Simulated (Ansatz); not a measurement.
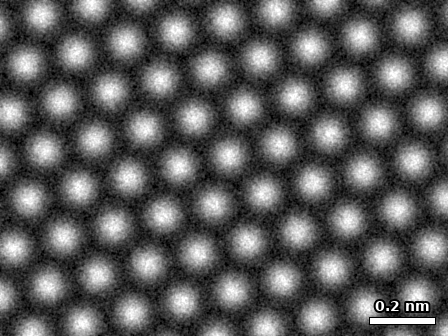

An image along [111] of one of the structures below (computed or model cells, partly hypothetical, each in its standard cell). Simulated as the projected potential of neutral atoms (B = 0.5 Å²) blurred by a 0.61 Å probe, the thin-sample limit of integrated differential phase contrast. The display is stretched by a gamma of 0.8; percentages refer to the linear signal. Shot noise was added.

A. Re
Space group Fm-3m (No. 225). a = 3.915 Å, b = 3.915 Å, c = 3.915 Å, α = 90.00°, β = 90.00°, γ = 90.00°
```json
{"atom": "Re", "site": "4a", "symmetry": "m-3m", "x": "0.0000", "y": "0.0000", "z": "0.0000"}
```

B. Lu
Space group P6_3/mmc (No. 194). a = 3.503 Å, b = 3.503 Å, c = 5.452 Å, α = 90.00°, β = 90.00°, γ = 120.00°
```csv
atom,site,symmetry,x,y,z
Lu,2d,-6m2,0.3333,0.6667,0.7500
```

C. Re
Space group Im-3m (No. 229). a = 3.087 Å, b = 3.087 Å, c = 3.087 Å, α = 90.00°, β = 90.00°, γ = 90.00°
| atom | site | symmetry | x | y | z |
| --- | --- | --- | --- | --- | --- |
| Re | 2a | m-3m | 0.0000 | 0.0000 | 0.0000 |

D. Re
Space group P6_3/mmc (No. 194). a = 2.737 Å, b = 2.737 Å, c = 4.417 Å, α = 90.00°, β = 90.00°, γ = 120.00°
```csv
atom,site,symmetry,x,y,z
Re,2d,-6m2,0.3333,0.6667,0.7500
```

**Which of them gives this image?**

A, Re. Along [111] the projected cells are A 1.60 × 1.60 Å, 120°; B 2.95 × 3.37 Å, 116°; C 2.52 × 2.52 Å, 120°; D 2.33 × 2.64 Å, 116°. The image repeats as A does.

Structure A: the input geometry of an electronic-structure calculation (not necessarily at equilibrium); the starting structure was generated, so it need not be a known form of this composition.
